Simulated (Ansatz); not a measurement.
A periodic structure is given below.

```xyz
2
Lattice="3.5022 0.0000 0.0000 0.0000 3.5022 0.0000 0.0000 0.0000 3.6423" Properties=species:S:1:pos:R:3 pbc="T T T"
Na    0.0000    0.0000    0.0000
Cl    1.7511    1.7511    1.8211
```

**What does this file describe?**

Chemical formula NaCl. It is primitive tetragonal, space group P4/mmm (No. 123). With Z = 1, the cell contains 1 Na, 1 Cl. About every Na there are eight Cl in a cubic arrangement at 3.07 Å. Cl sits among eight Na in a cubic arrangement at 3.07 Å. The bonds build a three-dimensional framework.

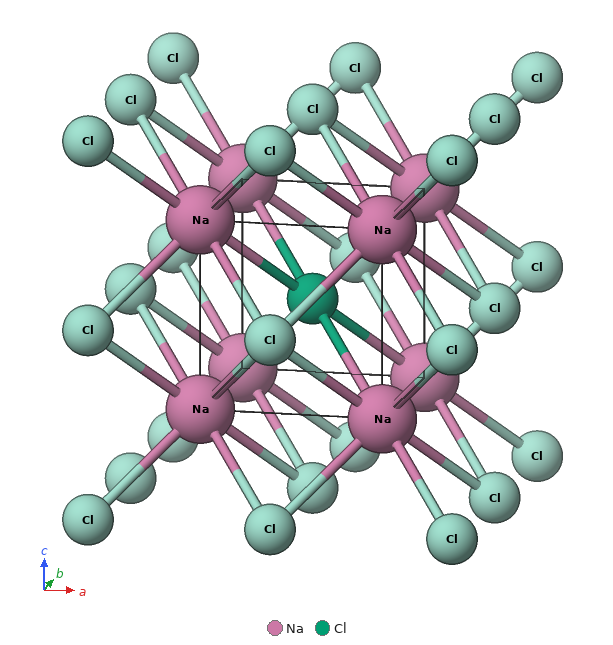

Ball-and-stick representation of a periodic structure, projected slightly off an axis. The frame is the conventional unit cell; atoms at its boundary are shown with their periodic copies. Atoms just outside the outline that bond to atoms inside are added, in fainter colours.

The structure was taken from a structure listed in the Materials Project. The cell was then strained or its atoms displaced on purpose. It went into a calculation with Ansatz.
